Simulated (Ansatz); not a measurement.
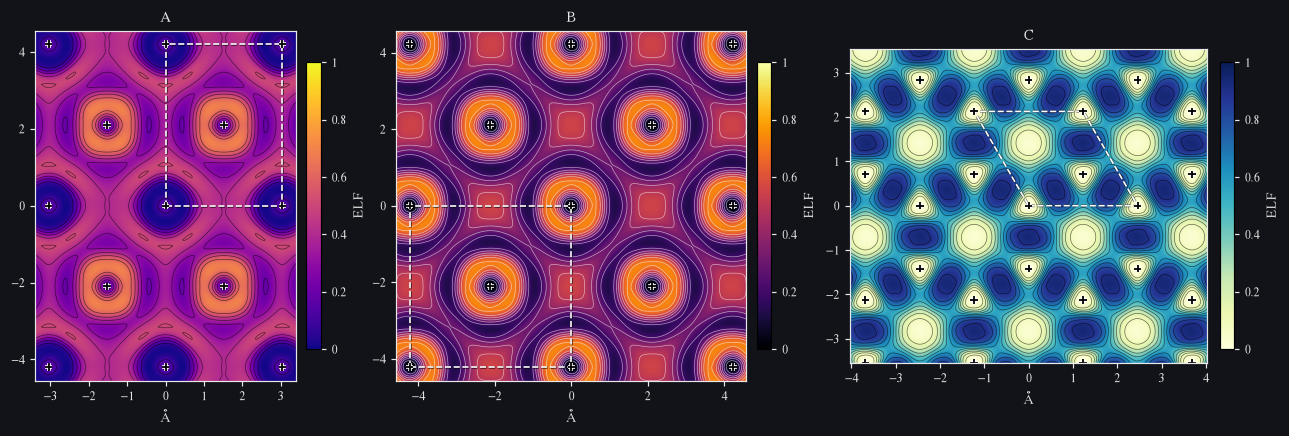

The electron localisation function of 3 systems, each on a plane through atoms (crosses mark nuclei in the plane).

These are results of DFT, PBE, PAW with Ansatz's default frozen-core files, scalar-relativistic (Ansatz 0.2.0), not measurements.

System 1: C, the (001) plane of the conventional cell. Space group R-3m; not relaxed (largest force 0.9 eV/Å); computed pressure about 4 GPa in this cell.

System 2: Ta, the (010) plane of the conventional cell. Space group Fm-3m; computed without spin polarisation.

System 3: AlRu, the (101) plane of the conventional cell. Space group P4/mmm; computed pressure about 3 GPa in this cell; computed without spin polarisation.

```
Al Ru
1.0
     3.03751    0.00000    0.00000
     0.00000    3.03751    0.00000
     0.00000    0.00000    2.90185
Al Ru
1 1
Cartesian
  0.0000 0.0000 0.0000
  1.5188 1.5188 1.4509
```

Question: Which map belongs to which system?

Answer: Panel A is system 3, AlRu: the plane holds Al and Ru. Al–Ru (2.59 Å): the ELF is about 0.35 at the midpoint. Panel B is system 2, Ta: the plane holds Ta. Ta–Ta (2.98 Å): the ELF is about 0.30 at the midpoint. Panel C is system 1, C: the plane holds C. C–C (1.42 Å): the ELF peaks at about 0.95 between the atoms: localised, covalent bonding.
